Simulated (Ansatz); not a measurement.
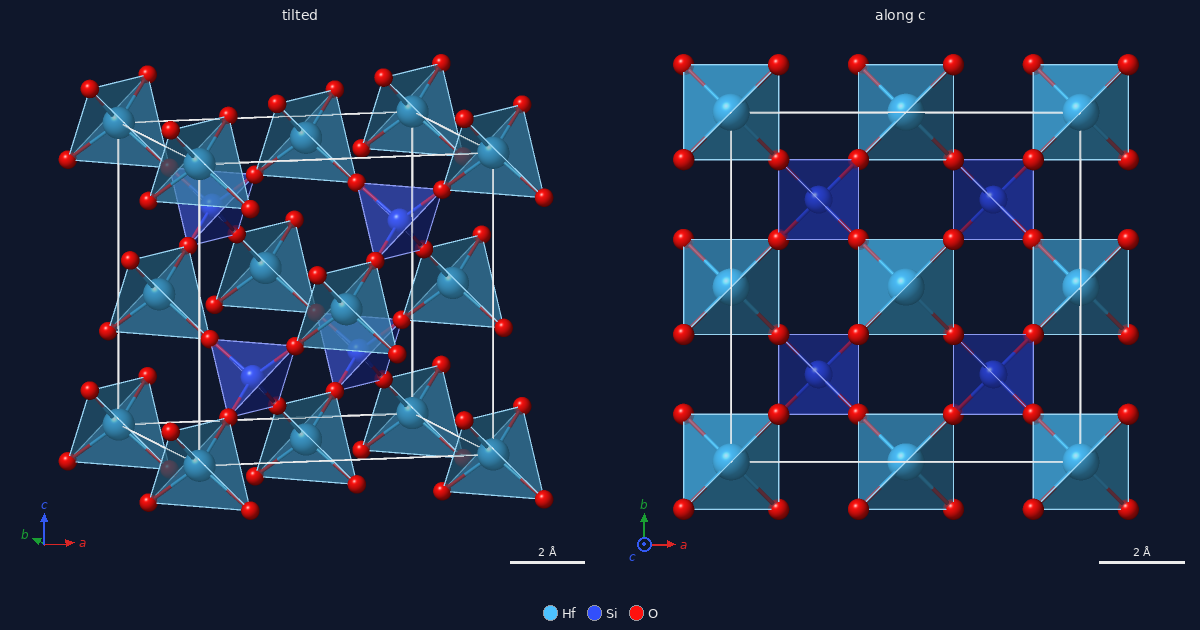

The figure gives a polyhedral picture of the atoms, viewed slightly off an axis and along the c axis. The edges of the conventional unit cell are marked. Some atoms of the next cells are drawn as well.

HfSiO4, space group F-43m (No. 216), a = 8.256 Å, b = 8.256 Å, c = 8.256 Å, α = 90.00°, β = 90.00°, γ = 90.00°. Provenance: a structure type filled with these elements by a generator (whether the compound takes this form wasn't checked). Earlier steps of the study may have refined or changed the cell and positions. It was run through Ansatz as a DFT input.

This one geometry was computed with Ansatz (DFT, plane waves, PAW) at four levels of theory: PBEsol, PBE, r2SCAN and HSE06.

Which level gives the highest pressure at this volume, and what does that say about its equilibrium volume?

Answer. Highest: PBE (0.0 GPa), which points to the largest equilibrium volume. Lowest, with the smallest volume: r2SCAN (-2.4 GPa) and HSE06 (-2.5 GPa). Levels within 0.5 GPa of each other can't be told apart.

How does the band gap change with the level of theory?

Answer. PBE: a gap of 4.76 eV, direct; PBEsol: a gap of 4.87 eV, direct; r2SCAN: a gap of 5.33 eV, direct; HSE06: a gap of 6.27 eV, direct.

Collect the results in a table.

Answer.
| level | cutoff (eV) | k-mesh of the run's cell | gap (eV) | pressure (GPa) |
| --- | --- | --- | --- | --- |
| PBEsol | 420 | 6×6×6 | 4.87 | -1.9 |
| PBE | 420 | 6×6×6 | 4.76 | 0.0 |
| r2SCAN | 500 | 6×6×6 | 5.33 | -2.4 |
| HSE06 | 420 | 4×4×4 | 6.27 | -2.5 |

Gaps are taken on the k-mesh or band path of each run.
